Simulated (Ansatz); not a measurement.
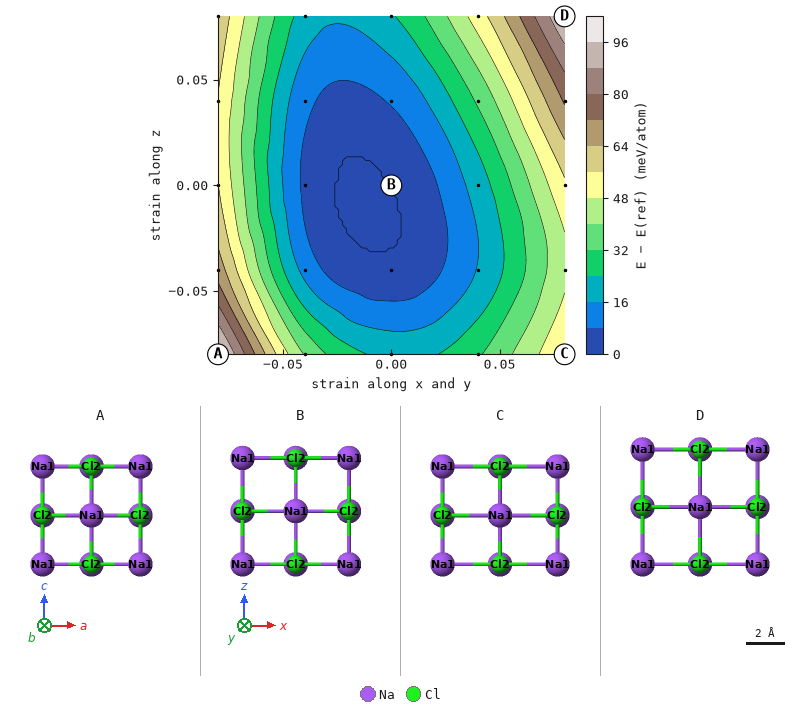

Crystalline NaCl (Fm-3m): the cell is strained equally along x and y and separately along z, with the atoms kept at their fractional coordinates. x, y and z are the Cartesian axes of the input. The map is interpolated between the computed points (dots). The lettered frames are marked on it. The picture is a ball-and-stick view of the conventional cell (4 times the calculation's cell), seen along the b axis. Lengths and directions refer to the drawn axes.

Level of theory: DFT PBEsol, scalar-relativistic, plane waves, PAW in Ansatz 0.2.0. Set-up: plane-wave cutoff 420 eV; k-point mesh 8 × 8 × 8; occupations gaussian; smearing width 0.05 eV; no spin polarisation. Energies (free energies at the smearing named) are counted from the cell as listed in its source, which wasn't relaxed.

Where is the lowest point of the map, and what else does it tell?

Answer. In pairs of (strain along x and y; strain along z): the lowest computed point lies at (0.000, 0.000) (0.0 meV/atom), the highest at (−0.080, −0.080) (100.4 meV/atom). The valley is tilted: raising the in-plane strain is made harder by raising the strain along z (cross term 0.28 of the geometric mean of the two curvatures). Over the ranges scanned the energy rises more along the first axis, the in-plane strain. The pressure runs from −3.7 GPa at (0.080, 0.080) to 9.4 GPa at (−0.080, −0.080). The frames lie at A (−0.080, −0.080): 100.4 meV/atom, B (0.000, 0.000): 0.0 meV/atom, C (0.080, −0.080): 55.6 meV/atom, D (0.080, 0.080): 95.9 meV/atom.

The computed points:

Rows: strain along x and y; columns: strain along z; values in meV/atom.

```
        −0.080  −0.040  0.000  0.040  0.080
−0.080   100.4    68.6   56.2   55.6   61.7
−0.040    39.6    13.6    6.5   10.5   20.8
 0.000    22.0     1.9    0.0    8.8   23.2
 0.040    31.0    16.5   19.8   33.2   52.0
 0.080    55.6    46.4   54.7   72.9   95.9
```
